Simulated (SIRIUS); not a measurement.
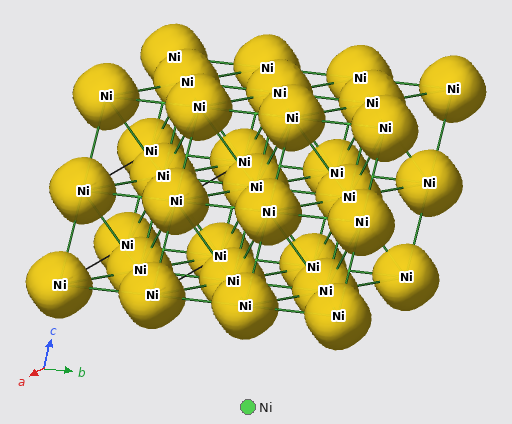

*Ni. Isosurface of the magnetisation density (up minus down) at +0.04 e/Å³ (yellow), seen slightly off an axis. Sticks mark near contacts.*

Space group P-1; a structure from a database of computed crystals, not necessarily the ambient phase; spin-polarised.

Theory: Kohn-Sham DFT of a periodic cell, PBEsol, all-electron FP-LAPW (SIRIUS 7.12.0).

```
Ni
1.0
     3.40049   -1.74534   -1.74704
    -0.00464    1.73649   -1.74748
     0.01655    1.75725    1.76824
Ni
2
Direct
  0.50000 0.50000 0.00000
  0.00000 0.00000 0.00000
```

> Which atoms carry the moments, and with what signs?

The spin density sits on Ni: +0.7 μB (×2) in one cell of 2 atoms: parallel main moments, as they must be, since the calculation's own cell holds one magnetic site. The cell of the calculation (1 atoms) carries 0.6 μB of net spin moment.
